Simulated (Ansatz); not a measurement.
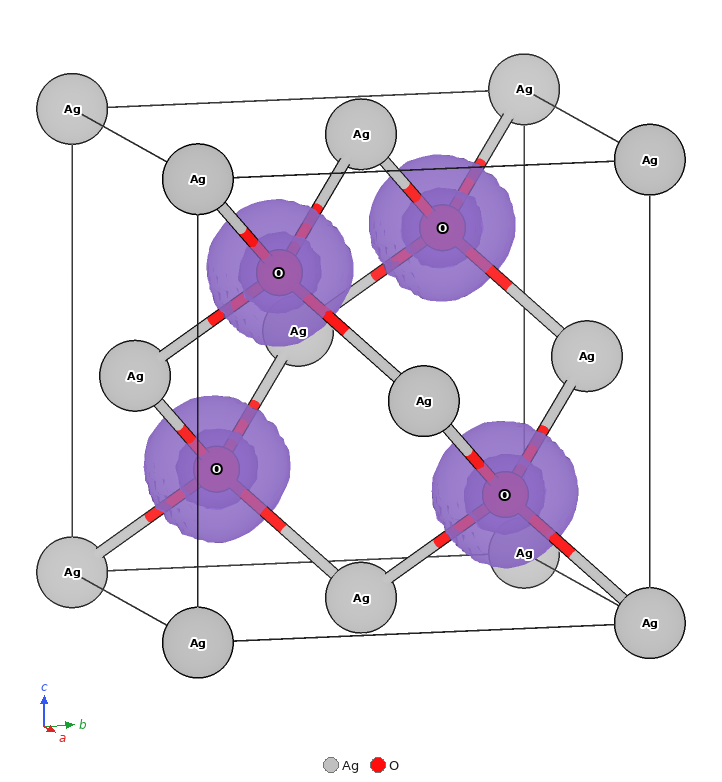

*AgO. Isosurface of the electron localisation function at 0.75 (purple), seen slightly off an axis. Only the valence region is drawn (cores and ρ < 0.01 e/Å³ removed). Sticks mark near contacts.*

Space group F-43m; computed pressure about 14 GPa in this cell; the program warned that a starting moment wasn't kept; spin-polarised, but the moments vanished.

All numbers below come from DFT r2SCAN, scalar-relativistic, plane waves, PAW in Ansatz 0.2.0.

Core electrons are frozen (PAW), and the valence fields are smoothed inside the atomic spheres.

The calculation's input:

```
crystal:
  lattice:
    - [0.0, 2.408, 2.408]
    - [2.408, 0.0, 2.408]
    - [2.408, 2.408, 0.0]
  atoms:
    - { symbol: Ag, position: [0.0, 0.0, 0.0], spin: 0.28 }
    - { symbol: O, position: [0.75, 0.75, 0.75], spin: 0.36 }
basis:
  ecutwfc: 500
kpoints:
  mp_grid: { grid: [18, 18, 18] }
hamiltonian:
  xc: r2scan
scf:
  occupations: { method: gaussian, width: 0.15 }
output:
  forces: true
  stress: true
  eigenvalues: true
  populations: true
  write_density: true
  write_potential: true
  elf: true
  volumetric_format: npy
magnetization:
  spin_polarized: true
```

Command:

```sh
ansatz run input.yaml --threads 1 --pin off --max-ram 2560MiB --backend cpu --events-out ev --progress --plain --runs-dir out
```

Below, planes, directions and counts refer to the conventional cell (a = 4.82 Å, b = 4.82 Å, c = 4.82 Å, α = 90.00°, β = 90.00°, γ = 90.00°).

Question: Identify the bonds, lone pairs and shells in this picture.

Answer: The surface consists of four regions wrapped around O (the valence shell of each), counted in one cell of 8 atoms. Regions shared between cells count once.

Values along the shortest contacts:
Ag–O (2.09 Å): the ELF peaks at about 0.80 in the valence shell of O, 0.6 Å from its nucleus, and drops to about 0.15 between the two atoms (no shared electron pair shows on this line).

Question: Does the calculation make it a metal, or give it a gap?

Answer: It is metallic or semimetallic at this level of theory: no gap opens.
